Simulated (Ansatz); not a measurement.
**Two runs on MoSe**

System: MoSe (F-43m, 2 atoms in the cell).
Method of run 1: DFT PBE+U, scalar-relativistic, plane waves, PAW, Ueff = 4.38 eV on Mo d, spin-polarised (Ansatz 0.2.0).

The structure was built on a prototype by a generator; it need not be a known phase. Text and figures count atoms from 1; the logs count them from 0 in places.

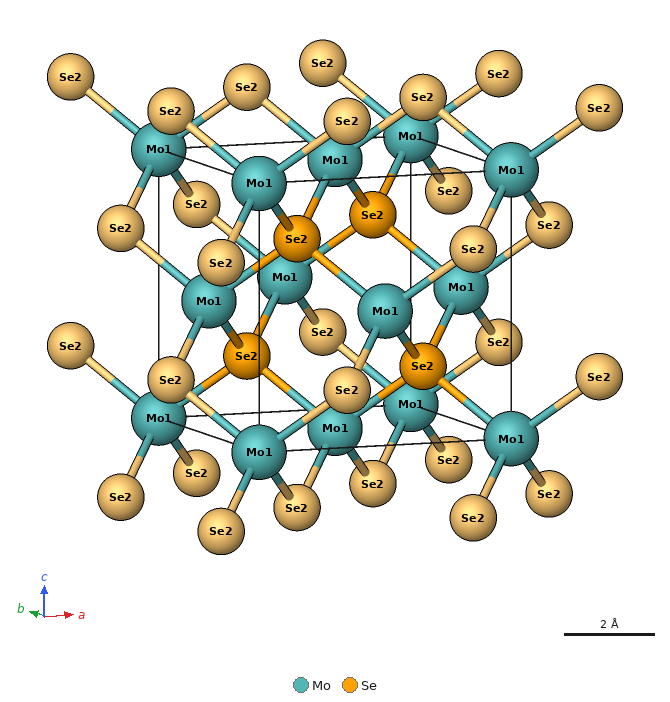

**Figure 1.** The structure as given in the input (ball-and-stick view of the cell 4 times as large as that of the calculation, set on its symmetry axes, seen slightly off an axis; neighbours outside the cell are drawn fainter; atoms are numbered from 1 in the order of the input). An atom can appear more than once, as a periodic image.

**Input, run 1**
```yaml
crystal:
  lattice:
    - [0.0, 3.037834023, 3.037834023]
    - [3.037834023, 0.0, 3.037834023]
    - [3.037834023, 3.037834023, 0.0]
  atoms:
    - { symbol: Mo, position: [0.0, 0.0, 0.0], spin: 2.0 }
    - { symbol: Se, position: [0.25, 0.25, 0.25] }
basis:
  ecutwfc: 420
kpoints:
  mp_grid: { grid: [12, 12, 12] }
hamiltonian:
  xc: pbe
  hubbard: { sites: [{ species: Mo, l: d, u_eff: 4.38 }] }
scf:
  occupations: { method: gaussian, width: 0.1 }
output:
  forces: true
  stress: true
  eigenvalues: true
  populations: true
  write_density: true
  write_potential: true
  elf: true
  volumetric_format: npy
magnetization:
  spin_polarized: true
```

Launched with:
```bash
ansatz run input.yaml --threads 1 --pin off --max-ram 2560MiB --backend cpu --events-out ev --progress --plain --runs-dir out
```

Hardware: 1 thread of Intel Xeon @ 2.90GHz (Ice Lake), 16 GiB of memory available, shared host.

**Output, shortened to warnings, some set-up lines, iterations and results (run 1)**
```
Basis set: ecut = 420 eV, 1067 PW (Γ), exchange–correlation on 60×60×60 points (8 copies of the dense FFT grid, shifted against one another)
Symmetry: 24 space group operations
k-points: 72 of 1728 (time reversal used)
Initial density: superposition of atomic densities (chi_scale 0.1, normalization cell)
[...]
SCF iter   1: F=—  HF=-10419.825054 eV  |F-HF|=—  |Δ(HF+E_count)|=         —  Δρ=4.01e-2 (↑2.73e-2 ↓4.01e-2)  dr2=1.75e0  dr2_m=3.85e-1  M=3.335 μB ∫|m|=3.412 μB  β_m=1.00  …
SCF iter   2: F=—  HF=-10420.652828 eV  |F-HF|=—  |Δ(HF+E_count)|=   8.28e-1  Δρ=2.39e-2 (↑1.14e-2 ↓2.39e-2)  dr2=6.47e-1  dr2_m=9.58e-2  M=4.000 μB ∫|m|=4.176 μB  β_m=1.00  …
SCF iter   3: F=—  HF=-10420.903683 eV  |F-HF|=—  |Δ(HF+E_count)|=   2.51e-1  Δρ=7.82e-3 (↑6.34e-3 ↓7.82e-3)  dr2=8.33e-2  dr2_m=1.07e-2  M=4.000 μB ∫|m|=4.347 μB  β_m=1.00  …
SCF iter   4: F=—  HF=-10421.069136 eV  |F-HF|=—  |Δ(HF+E_count)|=   1.65e-1  Δρ=4.75e-3 (↑4.75e-3 ↓2.75e-3)  dr2=2.82e-2  dr2_m=2.43e-3  M=4.000 μB ∫|m|=4.435 μB  β_m=1.00  …
SCF iter   5: F=—  HF=-10421.161736 eV  |F-HF|=—  |Δ(HF+E_count)|=   9.26e-2  Δρ=1.62e-3 (↑1.62e-3 ↓1.06e-3)  dr2=4.52e-3  dr2_m=3.09e-4  M=4.000 μB ∫|m|=4.473 μB  β_m=0.30  …
SCF iter   6: F=—  HF=-10421.213189 eV  |F-HF|=—  |Δ(HF+E_count)|=   5.15e-2  Δρ=1.59e-3 (↑1.59e-3 ↓9.74e-4)  dr2=3.69e-3  dr2_m=4.18e-4  M=4.000 μB ∫|m|=4.493 μB  β_m=0.65  …
SCF iter   7: F=—  HF=-10421.270934 eV  |F-HF|=—  |Δ(HF+E_count)|=   5.77e-2  Δρ=6.86e-4 (↑6.86e-4 ↓6.62e-4)  dr2=8.87e-4  dr2_m=1.40e-4  M=4.000 μB ∫|m|=4.550 μB  β_m=0.67  …
SCF iter   8: F=—  HF=-10421.271186 eV  |F-HF|=—  |Δ(HF+E_count)|=   2.52e-4  Δρ=3.77e-4 (↑3.77e-4 ↓3.49e-4)  dr2=3.72e-4  dr2_m=2.87e-5  M=4.000 μB ∫|m|=4.556 μB  β_m=0.83  …
SCF iter   9: F=—  HF=-10421.271440 eV  |F-HF|=—  |Δ(HF+E_count)|=   2.55e-4  Δρ=1.20e-4 (↑1.16e-4 ↓1.20e-4)  dr2=6.80e-5  dr2_m=2.36e-7  M=4.000 μB ∫|m|=4.560 μB  β_m=0.92  …
SCF iter  10: F=—  HF=-10421.271504 eV  |F-HF|=—  |Δ(HF+E_count)|=   6.36e-5  Δρ=3.76e-5 (↑3.64e-5 ↓3.76e-5)  dr2=4.12e-6  dr2_m=1.97e-7  M=4.000 μB ∫|m|=4.561 μB  β_m=0.96  …
SCF iter  11: F=-10421.271510 eV  HF=-10421.271510 eV  |F-HF|=8.33e-8  |Δ(HF+E_count)|=   6.27e-6  Δρ=7.10e-6 (↑5.84e-6 ↓7.10e-6)  dr2=4.20e-8  dr2_m=1.28e-8  M=4.000 μB …
SCF iter  12: F=-10421.271510 eV  HF=-10421.271510 eV  |F-HF|=1.74e-9  |Δ(HF+E_count)|=   1.03e-7  Δρ=1.03e-6 (↑9.04e-7 ↓1.03e-6)  dr2=1.40e-9  dr2_m=9.00e-11  M=4.000 μB …
SCF 1 converged in 12 iterations: F = -10421.271510 eV  dr2 = 1.40e-9
SCF converged after 12 iterations
Magnetization: 4.0000 μB (17.0000 up, 13.0000 down)
Absolute magnetization: 4.5401 μB (∫|ρ↑−ρ↓|, with the PAW one-centre terms)
Spin contamination: 0.1978 ħ² per cell (⟨S²⟩ above its minimum at these occupations)
Per-site moments (μB) at R_I (Å): [(3.05943928949817, 1.0852220925144558), (-0.23536590088930762, 1.0852220925144558)]
Free energy (F): -10421.271510 eV
Harris-Foulkes:  -10421.271510 eV  (|F-HF|=1.74e-9)
Internal energy: -10421.267041 eV  (E = F + TS)
E sigma→0 (E₀):  -10421.269276 eV
Entropy (-TS):   -0.004469 eV (-2.235 meV/atom)
Fermi energy:    8.832722 eV
--- Per-component energies (eV) ---
  E_band       = -603.347419
  E_kinetic    = 561.159040
  E_local      = -4051.424355  (includes V_loc(G=0)·N_el)
  E_nonlocal   = -447.047457
  E_hartree    = 1797.354658
  E_xc         = -286.263772
  E_vxc        = -325.145218  (∫ρ·V_xc dr)
  E_hubbard    = 1.675836  (on-site DFT+U / exact-exchange correction)
  E_vhub       = -7.392107  (the Hubbard potential's part of the band-sum identity)
  E_paw        = -5115.182378  (= ΣΔE_a)
  E_vpaw       = 71.792779  (= ΣTr[D̂ρ^β])
  E_aug_tail   = -0.000545  (compensation charges beyond the density's cutoff)
  E_ewald      = -2881.538069
  E_smearing   = -0.004469  (= −TS)
  E_closure    = -0.000000  (closes the sum)
  Σ components = -10421.271510   (vs F -10421.271510, Δ=0.00e0)
--- Forces (eV/Å), atoms counted from 1 ---
  atom   1  Mo     0.00000000    -0.00000000     0.00000000
  atom   2  Se    -0.00000000     0.00000000     0.00000000
  max |Σ_I F_I| component: 1.23e-16 eV/Å
--- Stress (GPa, compression-positive) ---
        4.619556       0.000000       0.000000
        0.000000       4.619556      -0.000000
        0.000000      -0.000000       4.619556
  P = ⅓ Tr σ = 4.6196 GPa (46.196 kbar)
Occupation matrices written to [file]
--- Löwdin populations: 2 sites ---
  site symbol       q [e]    m [muB]
     0     Mo     13.3982     4.2336
     1     Se     16.4671    -0.3370
  spilling = 0.004492 (of n_electrons = 30.000000)
```

For run 2 the input was changed thus:
```diff
-    - [0.0, 3.037834023, 3.037834023]
-    - [3.037834023, 0.0, 3.037834023]
-    - [3.037834023, 3.037834023, 0.0]
+    - [0.0, 3.2242768696, 3.2242768696]
+    - [3.2242768696, 0.0, 3.2242768696]
+    - [3.2242768696, 3.2242768696, 0.0]
```

How does run 2 compare with run 1?

With the same functional and potentials, run 2 lies 4.5 meV per atom higher. The pressure goes from 4.62 to −3.45 GPa. The volume per atom goes from 28.03 to 33.52 Å³. The number of SCF iterations is the same. The plane waves at Γ go from 1067 to 1363.

**Output, shortened to warnings, some set-up lines, iterations and results (run 2)**
```
Basis set: ecut = 420 eV, 1363 PW (Γ), exchange–correlation on 64×64×64 points (8 copies of the dense FFT grid, shifted against one another)
Symmetry: 24 space group operations
k-points: 72 of 1728 (time reversal used)
Initial density: superposition of atomic densities (chi_scale 0.1, normalization cell)
[...]
SCF iter   1: F=—  HF=-10419.582806 eV  |F-HF|=—  |Δ(HF+E_count)|=         —  Δρ=4.45e-2 (↑2.64e-2 ↓4.45e-2)  dr2=2.05e0  dr2_m=6.06e-1  M=3.996 μB ∫|m|=4.044 μB  β_m=1.00  …
SCF iter   2: F=—  HF=-10420.716692 eV  |F-HF|=—  |Δ(HF+E_count)|=    1.13e0  Δρ=1.69e-2 (↑7.88e-3 ↓1.69e-2)  dr2=7.55e-1  dr2_m=2.49e-2  M=4.000 μB ∫|m|=4.367 μB  β_m=1.00  …
SCF iter   3: F=—  HF=-10420.888741 eV  |F-HF|=—  |Δ(HF+E_count)|=   1.72e-1  Δρ=7.59e-3 (↑7.59e-3 ↓6.47e-3)  dr2=5.84e-2  dr2_m=1.68e-2  M=4.000 μB ∫|m|=4.593 μB  β_m=1.00  …
SCF iter   4: F=—  HF=-10421.060304 eV  |F-HF|=—  |Δ(HF+E_count)|=   1.72e-1  Δρ=3.35e-3 (↑3.35e-3 ↓1.39e-3)  dr2=1.49e-2  dr2_m=1.86e-3  M=4.000 μB ∫|m|=4.692 μB  β_m=1.00  …
SCF iter   5: F=—  HF=-10421.155000 eV  |F-HF|=—  |Δ(HF+E_count)|=   9.47e-2  Δρ=1.66e-3 (↑1.66e-3 ↓8.90e-4)  dr2=4.59e-3  dr2_m=3.26e-4  M=4.000 μB ∫|m|=4.730 μB  β_m=0.30  …
SCF iter   6: F=—  HF=-10421.205713 eV  |F-HF|=—  |Δ(HF+E_count)|=   5.07e-2  Δρ=1.60e-3 (↑1.60e-3 ↓7.85e-4)  dr2=4.10e-3  dr2_m=4.17e-4  M=4.000 μB ∫|m|=4.751 μB  β_m=0.65  …
SCF iter   7: F=—  HF=-10421.261877 eV  |F-HF|=—  |Δ(HF+E_count)|=   5.62e-2  Δρ=5.90e-4 (↑5.90e-4 ↓5.33e-4)  dr2=9.35e-4  dr2_m=9.46e-5  M=4.000 μB ∫|m|=4.807 μB  β_m=0.67  …
SCF iter   8: F=—  HF=-10421.262111 eV  |F-HF|=—  |Δ(HF+E_count)|=   2.34e-4  Δρ=3.18e-4 (↑3.18e-4 ↓2.93e-4)  dr2=3.89e-4  dr2_m=1.83e-5  M=4.000 μB ∫|m|=4.813 μB  β_m=0.83  …
SCF iter   9: F=—  HF=-10421.262390 eV  |F-HF|=—  |Δ(HF+E_count)|=   2.79e-4  Δρ=1.16e-4 (↑1.16e-4 ↓1.06e-4)  dr2=7.81e-5  dr2_m=4.81e-7  M=4.000 μB ∫|m|=4.816 μB  β_m=0.92  …
SCF iter  10: F=—  HF=-10421.262475 eV  |F-HF|=—  |Δ(HF+E_count)|=   8.47e-5  Δρ=4.34e-5 (↑4.21e-5 ↓4.34e-5)  dr2=6.94e-6  dr2_m=2.80e-7  M=4.000 μB ∫|m|=4.817 μB  β_m=0.96  …
SCF iter  11: F=—  HF=-10421.262487 eV  |F-HF|=—  |Δ(HF+E_count)|=   1.20e-5  Δρ=9.43e-6 (↑8.50e-6 ↓9.43e-6)  dr2=1.45e-7  dr2_m=2.09e-8  M=4.000 μB ∫|m|=4.816 μB  β_m=0.98  …
SCF iter  12: F=-10421.262488 eV  HF=-10421.262488 eV  |F-HF|=1.13e-8  |Δ(HF+E_count)|=   2.72e-7  Δρ=1.92e-6 (↑1.90e-6 ↓1.92e-6)  dr2=9.08e-9  dr2_m=3.17e-10  M=4.000 μB …
SCF 1 converged in 12 iterations: F = -10421.262488 eV  dr2 = 9.08e-9
SCF converged after 12 iterations
Magnetization: 4.0000 μB (17.0000 up, 13.0000 down)
Absolute magnetization: 4.7941 μB (∫|ρ↑−ρ↓|, with the PAW one-centre terms)
Spin contamination: 0.2868 ħ² per cell (⟨S²⟩ above its minimum at these occupations)
Per-site moments (μB) at R_I (Å): [(3.3498106175115807, 1.1518260921371184), (-0.34933539161826077, 1.1518260921371184)]
Free energy (F): -10421.262488 eV
Harris-Foulkes:  -10421.262488 eV  (|F-HF|=1.13e-8)
Internal energy: -10421.256848 eV  (E = F + TS)
E sigma→0 (E₀):  -10421.259668 eV
Entropy (-TS):   -0.005640 eV (-2.820 meV/atom)
Fermi energy:    6.277866 eV
--- Per-component energies (eV) ---
  E_band       = -663.302227
  E_kinetic    = 556.488939
  E_local      = -4321.848733  (includes V_loc(G=0)·N_el)
  E_nonlocal   = -446.578604
  E_hartree    = 1903.730601
  E_xc         = -284.073518
  E_vxc        = -322.164101  (∫ρ·V_xc dr)
  E_hubbard    = 1.392318  (on-site DFT+U / exact-exchange correction)
  E_vhub       = -7.838654  (the Hubbard potential's part of the band-sum identity)
  E_paw        = -5115.453321  (= ΣΔE_a)
  E_vpaw       = 71.176029  (= ΣTr[D̂ρ^β])
  E_aug_tail   = -0.000540  (compensation charges beyond the density's cutoff)
  E_ewald      = -2714.913991
  E_smearing   = -0.005640  (= −TS)
  E_closure    = 0.000000  (closes the sum)
  Σ components = -10421.262488   (vs F -10421.262488, Δ=0.00e0)
--- Forces (eV/Å), atoms counted from 1 ---
  atom   1  Mo     0.00000000    -0.00000000     0.00000000
  atom   2  Se    -0.00000000    -0.00000000    -0.00000000
  max |Σ_I F_I| component: 9.02e-17 eV/Å
--- Stress (GPa, compression-positive) ---
       -3.449698      -0.000000       0.000000
       -0.000000      -3.449698      -0.000000
        0.000000      -0.000000      -3.449698
  P = ⅓ Tr σ = -3.4497 GPa (-34.497 kbar)
Occupation matrices written to [file]
--- Löwdin populations: 2 sites ---
  site symbol       q [e]    m [muB]
     0     Mo     13.3660     4.4105
     1     Se     16.5183    -0.4908
  spilling = 0.003856 (of n_electrons = 30.000000)
```

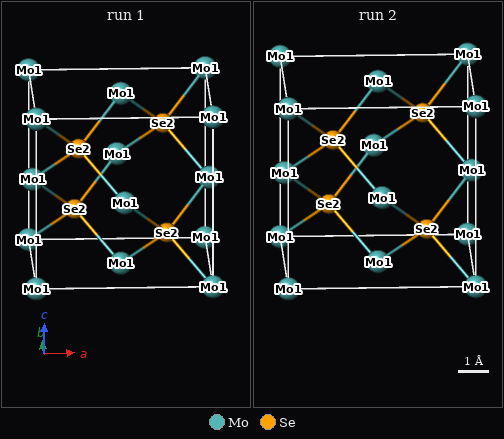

**Figure 2.** The two input geometries at one scale (ball-and-stick view of the cell 4 times as large as that of the calculation, set on its symmetry axes, seen at an oblique angle). The atoms keep their places relative to the cell (all moves are under 0.005 Å). The drawn cell changes as follows: a = b = c 6.076 → 6.449 Å (+6.1 %); the volume changes by +19.6 %. Among the contacts that change: Mo1–Se2 2.631 → 2.792 Å.

**The two runs side by side**

```tsv
quantity	run 1	run 2
outcome	converged	converged
free energy per atom (eV)	−5210.6358	−5210.6312
energy per atom, smearing taken to zero (eV)	−5210.6346	−5210.6298
gap on the mesh (eV)	0.00	0.00
net moment of the cell (μB)	4.00	4.00
absolute moment of the cell (μB)	4.54	4.79
pressure (GPa)	4.62	−3.45
volume per atom (Å³)	28.03	33.52
largest force (eV/Å)	0.000	0.000
SCF iterations	12	12
irreducible k-points	72	72
plane waves at Γ	1067	1363
wall time (shared host)	18 s	19 s
```

For both runs: The electronic state found may not be the lowest one.
